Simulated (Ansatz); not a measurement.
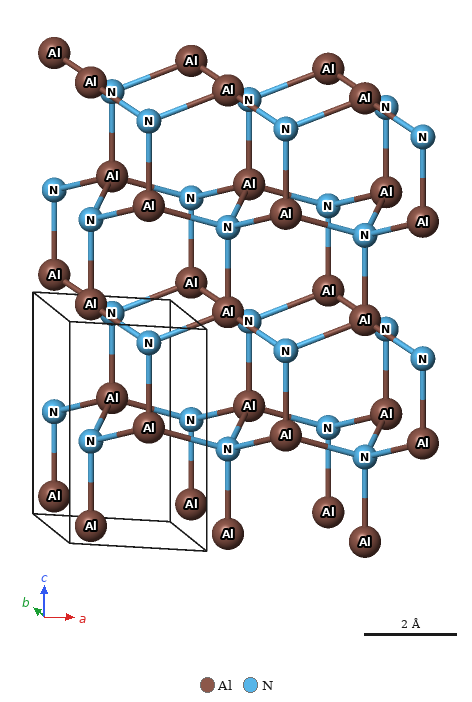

Figure 1. The structure (ball-and-stick view of the cell of the calculation, repeated 3 × 2 × 2, seen slightly off an axis). An atom can appear more than once, as a periodic image.

# Run report: AlN, phonon calculation (part 1 of 2)

AlN (P6₃mc, 4 atoms in the cell), computed with DFT PBEsol, scalar-relativistic, plane waves, PAW, no spin polarisation (Ansatz 0.2.0).

The structure derives from an entry of the Crystallography Open Database. It belongs to a series of runs on one base structure; here: phonons by finite displacements.

Input:
```yaml
crystal:
  lattice:
    - [3.1138207702, 0.0, 0.0]
    - [-1.5569103851, 2.6966478898, 0.0]
    - [0.0, 0.0, 4.9835885532]
  atoms:
    - { symbol: Al, position: [0.3333333333, 0.6666666667, 0.0015085243] }
    - { symbol: Al, position: [0.6666666667, 0.3333333333, 0.5015085243] }
    - { symbol: "N", position: [0.3333333333, 0.6666666667, 0.3834914757] }
    - { symbol: "N", position: [0.6666666667, 0.3333333333, 0.8834914757] }
basis:
  ecutwfc: 420
  ecutrho_ratio: 4
kpoints:
  mp_grid: { grid: [8, 8, 6] }
hamiltonian:
  xc: pbesol
scf:
  occupations: { method: gaussian, width: 0.05 }
output: {}
phonons:
  method: fd
  supercell: [2, 2, 2]
  qpath:
    path:
      - [[0.0, 0.0, 0.0], [0.5, 0.0, 0.0], [0.33333333, 0.33333333, 0.0], [0.0, 0.0, 0.0], [0.0, 0.0, 0.5], [0.5, 0.0, 0.5], [0.33333333, 0.33333333, 0.5], [0.0, 0.0, 0.5]]
      - [[0.5, 0.0, 0.5], [0.5, 0.0, 0.0]]
      - [[0.33333333, 0.33333333, 0.5], [0.33333333, 0.33333333, 0.0]]
    npoints: 6
  temperatures: { t_min: 0, t_max: 1000, t_step: 100 }
```

Machine: 4 threads of Arm Neoverse V2, 24 GiB of memory available, shared host.

Launched with:
```bash
ansatz run input.yaml --threads 4 --pin off --max-ram 7168MiB --backend cpu --events-out ev --progress --plain --runs-dir out
```

Log:
```
Warning: phonons: the dynamical matrix that this run interpolates holds no multipole term above the dipole-dipole one, and a site of this crystal is no centre of inversion, so its interpolated transverse optical and acoustic branches and sound speeds can stay off near Gamma, and the density of states and the thermodynamics with them. What a run solves at a wave vector of phonons.qpoints, Gamma apart, where the deck admits one, is free of this, and under fd what a larger phonons.supercell samples
Engine: ansatz 0.2.0, aarch64-unknown-linux-gnu
Pseudopotentials: kind: paw
Pseudopotential: Al, paw, valence charge 3, recommended cutoff 420 eV (normal), Al.paw.azcp
Pseudopotential: N, paw, valence charge 5, recommended cutoff 420 eV (normal), N.paw.azcp
Functional definition: PBEsol
  exchange = pbesol_x
  correlation = pbesol_c
Crystal: 32 atoms, lattice volume = 334.773 Å³
Basis set: ecut = 420 eV, 6561 PW (Γ), exchange–correlation on 90×90×144 points (8 copies of the dense FFT grid, shifted against one another)
Bands: 79, of which v1, the nominal top of the filled ones, is band 64 counted from 1 (63 counted from 0)
Symmetry: 96 space group operations
k-points: 8 of 48 (time reversal used)
Non-local potential: Al, projectors of the file, l = 0: 2, l = 1: 2, l = 2: 1
Non-local potential: N, projectors of the file, l = 0: 2, l = 1: 2, l = 2: 1
PAW form: soft (Blöchl's): semilocal exchange-correlation on the pseudo side does not see the compensation charge
PAW frozen core: Al, regenerated for the run's functional, and the local potential with it (the file was generated under x = pbe(κ = 0.804, μ = 0.2195149727645171), c = pbe(β = 0.06672455060314922))
PAW frozen core: N, regenerated for the run's functional, and the local potential with it (the file was generated under x = pbe(κ = 0.804, μ = 0.2195149727645171), c = pbe(β = 0.06672455060314922))
PAW one-centre angular grid: Al, 110 points (default); XC on 64 Gauss nodes
PAW one-centre angular grid: N, 110 points (default); XC on 64 Gauss nodes
Initial density: handed on by an earlier stage of this run
Initial wavefunctions: those handed on with the density
Functional: x = pbesol(κ = 0.804, μ = 0.12345679012345678), c = pbesol(β = 0.046)
SCF iter   1: F=—  HF=-14495.332285 eV  |F-HF|=—  |Δ(HF+E_count)|=         —  Δρ=7.50e-8  dr2=1.52e-11  ethr=1.00e-12  ⟨swp⟩=3.0  Hψ=1597  notcnv=0
preconditioner: auto → Resta (q_TF=auto, 2.324 Å⁻¹)  ε∞=5.0  [insulator: Δε(μ)=4.094 eV  Ē_g=11.511 eV  σ=0.050 eV  W_gap=1.00  n_scr=66 (ndim 8)  ℏωp=23.0 eV  f_vac=0.000  D(μ)=0.00/eV (n_scr^D=0)  ε∞_Penn≈5.0]
SCF iter   2: F=-14495.332285 eV  HF=-14495.332285 eV  |F-HF|=3.64e-12  |Δ(HF+E_count)|=    0.00e0  Δρ=3.43e-8  dr2=3.19e-12  ethr=1.00e-12  ⟨swp⟩=3.0  Hψ=1605  notcnv=0
SCF 1 converged in 2 iterations: F = -14495.332285 eV  dr2 = 3.19e-12
  greatest PAW one-centre occupation: 0.785 electrons in one spin orbital (limit 2), on the N atom at site 31 (counted from 0), in its partial waves of l = 0
Crystal: 4 atoms, lattice volume = 41.847 Å³
Basis set: ecut = 420 eV, 809 PW (Γ), exchange–correlation on 48×48×72 points (8 copies of the dense FFT grid, shifted against one another)
Bands: 12, of which v1, the nominal top of the filled ones, is band 8 counted from 1 (7 counted from 0)
Symmetry: 12 space group operations
k-points: 40 of 384 (time reversal used)
Initial density: read from a saved state, or passed on in memory by an earlier SCF of this step, an earlier step, the calling program or the single point that the run made first
Initial wavefunctions: pseudopotential atomic-orbital guess
iter 1 solved again at ethr=7.17e-9 eV; its pass at ethr=3.10e-3 eV (dr2=1.15e-6 eV) is discarded
SCF iter   1: F=—  HF=-1811.916668 eV  |F-HF|=—  |Δ(HF+E_count)|=         —  Δρ=3.75e-6  dr2=1.70e-9  ethr=7.17e-9  ⟨swp⟩=3.1  Hψ=4570  notcnv=0
preconditioner: auto → none  [insulator: Δε(μ)=4.094 eV  Ē_g=13.015 eV  σ=0.050 eV  W_gap=1.00  n_scr=2 (ndim 8)  ℏωp=23.0 eV  f_vac=0.000  D(μ)=0.00/eV (n_scr^D=0)  ε∞_Penn≈4.1]
SCF iter   2: F=—  HF=-1811.916536 eV  |F-HF|=—  |Δ(HF+E_count)|=   1.32e-4  Δρ=1.94e-6  dr2=5.36e-10  ethr=1.06e-11  ⟨swp⟩=2.1  Hψ=2284  notcnv=0
iter 3 did not close the SCF: its close was put off for the readings that it lacked (scf_convergence_deferred on its scf_iter line)
SCF iter   3: F=-1811.916536 eV  HF=-1811.916536 eV  |F-HF|=6.87e-11  |Δ(HF+E_count)|=  6.55e-11  Δρ=1.28e-6  dr2=2.12e-10  ethr=3.35e-12  ⟨swp⟩=1.0  Hψ=480  notcnv=0
iter 4 did not close the SCF: its close was put off for the readings that it lacked (scf_convergence_deferred on its scf_iter line)
SCF iter   4: F=-1811.916536 eV  HF=-1811.916536 eV  |F-HF|=3.37e-11  |Δ(HF+E_count)|=  4.66e-11  Δρ=7.90e-7  dr2=7.62e-11  ethr=1.33e-12  ⟨swp⟩=1.0  Hψ=480  notcnv=0
iter 5 did not close the SCF: its close was put off for the readings that it lacked (scf_convergence_deferred on its scf_iter line)
SCF iter   5: F=-1811.916536 eV  HF=-1811.916536 eV  |F-HF|=1.82e-11  |Δ(HF+E_count)|=  1.75e-11  Δρ=5.82e-7  dr2=4.09e-11  ethr=1.00e-12  ⟨swp⟩=1.0  Hψ=480  notcnv=0
iter 6 did not close the SCF: its close was put off for the readings that it lacked (scf_convergence_deferred on its scf_iter line)
SCF iter   6: F=-1811.916536 eV  HF=-1811.916536 eV  |F-HF|=7.05e-12  |Δ(HF+E_count)|=  1.34e-11  Δρ=3.55e-7  dr2=1.53e-11  ethr=1.00e-12  ⟨swp⟩=1.0  Hψ=480  notcnv=0
SCF iter   7: F=-1811.916536 eV  HF=-1811.916536 eV  |F-HF|=2.27e-12  |Δ(HF+E_count)|=  5.68e-12  Δρ=1.85e-7  dr2=4.14e-12  ethr=1.00e-12  ⟨swp⟩=1.0  Hψ=1120  notcnv=0
SCF 2 converged in 7 iterations: F = -1811.916536 eV  dr2 = 4.14e-12
  greatest PAW one-centre occupation: 0.785 electrons in one spin orbital (limit 2), on the N atom at site 3 (counted from 0), in its partial waves of l = 0
k-points: 114 of 384 (irreducible under 2 space group operations, time reversal used)
iter 1 solved again at ethr=4.00e-9 eV; its pass at ethr=3.10e-3 eV (dr2=6.40e-7 eV) is discarded
SCF iter   1: F=—  HF=-1811.916536 eV  |F-HF|=—  |Δ(HF+E_count)|=         —  Δρ=1.82e-7  dr2=4.31e-12  ethr=4.00e-9  ⟨swp⟩=3.2  Hψ=11811  notcnv=0  defer=228
eigensolver tolerance schedule: the retry pair's looser diagonalisation over-reported the residual by 148679.58 of it (diagonalisation noise at 0.24 of the residual, at the tolerance the schedule requests for it); recorded, not acted on — ethr = c·dr2/N_el stays at c = 1.0e-1
preconditioner: auto → none  [insulator: Δε(μ)=4.094 eV  Ē_g=13.015 eV  n_scr=2 (ndim 8)  ℏωp=23.0 eV  f_vac=0.000  ε∞_Penn≈4.1]
SCF iter   2: F=-1811.916536 eV  HF=-1811.916536 eV  |F-HF|=9.09e-13  |Δ(HF+E_count)|=  7.16e-10  Δρ=9.77e-8  dr2=1.17e-12  ethr=1.00e-12  ⟨swp⟩=6.1  Hψ=7152  notcnv=0
SCF 3 converged in 2 iterations: F = -1811.916536 eV  dr2 = 1.17e-12
NSCF: frozen V_eff on 2 k-points
DFPT response loops at Γ: preconditioner auto → none (the input reference at scf.mixing.eps_inf says where Resta's filter doesn't serve); β = 0.50; Broyden in place of MSR1
Symmetry: 2 space group operations
k-points: 17 of 48 (time reversal used)
iter 1 solved again at ethr=1.08e-8 eV; its pass at ethr=3.10e-3 eV (dr2=1.39e-5 eV) is discarded
SCF iter   1: F=—  HF=-14495.333327 eV  |F-HF|=—  |Δ(HF+E_count)|=         —  Δρ=7.82e-5  dr2=1.65e-5  ethr=1.08e-8  ⟨swp⟩=2.1  Hψ=4551  notcnv=0  defer=17
preconditioner: auto → Resta (q_TF=auto, 2.324 Å⁻¹)  ε∞=5.0  [insulator: Δε(μ)=4.095 eV  Ē_g=11.512 eV  σ=0.050 eV  W_gap=1.00  n_scr=66 (ndim 8)  ℏωp=23.0 eV  f_vac=0.000  D(μ)=0.00/eV (n_scr^D=0)  ε∞_Penn≈5.0]
SCF iter   2: F=—  HF=-14495.332244 eV  |F-HF|=—  |Δ(HF+E_count)|=   1.08e-3  Δρ=2.99e-5  dr2=2.82e-6  ethr=1.08e-8  ⟨swp⟩=2.0  Hψ=2259  notcnv=0  defer=17
SCF iter   3: F=—  HF=-14495.332220 eV  |F-HF|=—  |Δ(HF+E_count)|=   2.46e-5  Δρ=1.28e-5  dr2=5.72e-7  ethr=2.20e-9  ⟨swp⟩=2.6  Hψ=2115  notcnv=0  defer=17
SCF iter   4: F=—  HF=-14495.332220 eV  |F-HF|=—  |Δ(HF+E_count)|=   1.26e-7  Δρ=2.89e-6  dr2=5.01e-8  ethr=4.47e-10  ⟨swp⟩=2.3  Hψ=2083  notcnv=0  defer=17
SCF iter   5: F=—  HF=-14495.332220 eV  |F-HF|=—  |Δ(HF+E_count)|=   1.36e-8  Δρ=1.43e-6  dr2=7.45e-9  ethr=3.91e-11  ⟨swp⟩=2.0  Hψ=2047  notcnv=0  defer=17
SCF iter   6: F=—  HF=-14495.332220 eV  |F-HF|=—  |Δ(HF+E_count)|=   1.76e-9  Δρ=3.65e-7  dr2=3.04e-10  ethr=5.82e-12  ⟨swp⟩=2.1  Hψ=2231  notcnv=0  defer=17
SCF iter   7: F=—  HF=-14495.332220 eV  |F-HF|=—  |Δ(HF+E_count)|=  2.00e-11  Δρ=7.11e-8  dr2=1.59e-11  ethr=1.00e-12  ⟨swp⟩=1.0  Hψ=1205  notcnv=0  defer=17
SCF iter   8: F=-14495.332220 eV  HF=-14495.332220 eV  |F-HF|=0.00e0  |Δ(HF+E_count)|=  3.64e-12  Δρ=3.20e-8  dr2=3.23e-12  ethr=1.00e-12  ⟨swp⟩=4.8  Hψ=4801  notcnv=0
SCF 4 converged in 8 iterations: F = -14495.332220 eV  dr2 = 3.23e-12
  greatest PAW one-centre occupation: 0.785 electrons in one spin orbital (limit 2), on the N atom at site 15 (counted from 0), in its partial waves of l = 0
iter 1 solved again at ethr=1.16e-11 eV; its pass at ethr=3.10e-3 eV (dr2=1.49e-8 eV) is discarded
SCF iter   1: F=—  HF=-14495.333298 eV  |F-HF|=—  |Δ(HF+E_count)|=         —  Δρ=3.90e-6  dr2=1.85e-8  ethr=1.16e-11  ⟨swp⟩=2.6  Hψ=4885  notcnv=0  defer=5
SCF iter   2: F=—  HF=-14495.332221 eV  |F-HF|=—  |Δ(HF+E_count)|=   1.08e-3  Δρ=1.87e-6  dr2=5.05e-9  ethr=1.16e-11  ⟨swp⟩=3.0  Hψ=3090  notcnv=0  defer=5
SCF iter   3: F=—  HF=-14495.332221 eV  |F-HF|=—  |Δ(HF+E_count)|=  2.36e-10  Δρ=1.25e-6  dr2=1.95e-9  ethr=3.95e-12  ⟨swp⟩=1.0  Hψ=1205  notcnv=0  defer=5
SCF iter   4: F=—  HF=-14495.332221 eV  |F-HF|=—  |Δ(HF+E_count)|=  2.80e-10  Δρ=8.14e-7  dr2=8.10e-10  ethr=1.52e-12  ⟨swp⟩=1.0  Hψ=1205  notcnv=0  defer=5
SCF iter   5: F=—  HF=-14495.332221 eV  |F-HF|=—  |Δ(HF+E_count)|=  2.22e-10  Δρ=2.06e-7  dr2=5.10e-11  ethr=1.00e-12  ⟨swp⟩=2.0  Hψ=2017  notcnv=0  defer=5
SCF iter   6: F=—  HF=-14495.332221 eV  |F-HF|=—  |Δ(HF+E_count)|=  9.09e-12  Δρ=1.10e-7  dr2=1.46e-11  ethr=1.00e-12  ⟨swp⟩=1.0  Hψ=1205  notcnv=0  defer=5
SCF iter   7: F=-14495.332221 eV  HF=-14495.332221 eV  |F-HF|=5.46e-12  |Δ(HF+E_count)|=  1.82e-12  Δρ=6.03e-8  dr2=4.58e-12  ethr=1.00e-12  ⟨swp⟩=4.0  Hψ=4675  notcnv=0
SCF 5 converged in 7 iterations: F = -14495.332221 eV  dr2 = 4.58e-12
  greatest PAW one-centre occupation: 0.785 electrons in one spin orbital (limit 2), on the N atom at site 23 (counted from 0), in its partial waves of l = 0
iter 1 solved again at ethr=2.34e-8 eV; its pass at ethr=3.10e-3 eV (dr2=3.00e-5 eV) is discarded
SCF iter   1: F=—  HF=-14495.333346 eV  |F-HF|=—  |Δ(HF+E_count)|=         —  Δρ=9.49e-5  dr2=4.92e-5  ethr=2.34e-8  ⟨swp⟩=2.1  Hψ=4557  notcnv=0  defer=17
preconditioner: auto → Resta (q_TF=auto, 2.324 Å⁻¹)  ε∞=5.0  [insulator: Δε(μ)=4.094 eV  Ē_g=11.512 eV  σ=0.050 eV  W_gap=1.00  n_scr=66 (ndim 8)  ℏωp=23.0 eV  f_vac=0.000  D(μ)=0.00/eV (n_scr^D=0)  ε∞_Penn≈5.0]
SCF iter   2: F=—  HF=-14495.332254 eV  |F-HF|=—  |Δ(HF+E_count)|=   1.09e-3  Δρ=4.72e-5  dr2=1.20e-5  ethr=2.34e-8  ⟨swp⟩=2.0  Hψ=2012  notcnv=0  defer=17
SCF iter   3: F=—  HF=-14495.332249 eV  |F-HF|=—  |Δ(HF+E_count)|=   5.01e-6  Δρ=8.60e-6  dr2=2.29e-7  ethr=9.36e-9  ⟨swp⟩=2.0  Hψ=2034  notcnv=0  defer=17
SCF iter   4: F=—  HF=-14495.332223 eV  |F-HF|=—  |Δ(HF+E_count)|=   2.57e-5  Δρ=4.33e-6  dr2=5.74e-8  ethr=1.79e-10  ⟨swp⟩=2.0  Hψ=2286  notcnv=0  defer=17
SCF iter   5: F=—  HF=-14495.332223 eV  |F-HF|=—  |Δ(HF+E_count)|=   1.28e-8  Δρ=6.60e-7  dr2=1.12e-9  ethr=4.48e-11  ⟨swp⟩=2.1  Hψ=2076  notcnv=0  defer=17
SCF iter   6: F=—  HF=-14495.332223 eV  |F-HF|=—  |Δ(HF+E_count)|=  5.09e-11  Δρ=2.72e-7  dr2=2.46e-10  ethr=1.00e-12  ⟨swp⟩=2.0  Hψ=2287  notcnv=0  defer=17
SCF iter   7: F=—  HF=-14495.332223 eV  |F-HF|=—  |Δ(HF+E_count)|=  2.91e-11  Δρ=9.30e-8  dr2=3.01e-11  ethr=1.00e-12  ⟨swp⟩=2.0  Hψ=1946  notcnv=0  defer=17
SCF iter   8: F=-14495.332223 eV  HF=-14495.332223 eV  |F-HF|=0.00e0  |Δ(HF+E_count)|=  3.64e-12  Δρ=2.02e-8  dr2=1.76e-12  ethr=1.00e-12  ⟨swp⟩=4.5  Hψ=4742  notcnv=0
SCF 6 converged in 8 iterations: F = -14495.332223 eV  dr2 = 1.76e-12
iter 1 solved again at ethr=1.16e-11 eV; its pass at ethr=3.10e-3 eV (dr2=1.48e-8 eV) is discarded
```
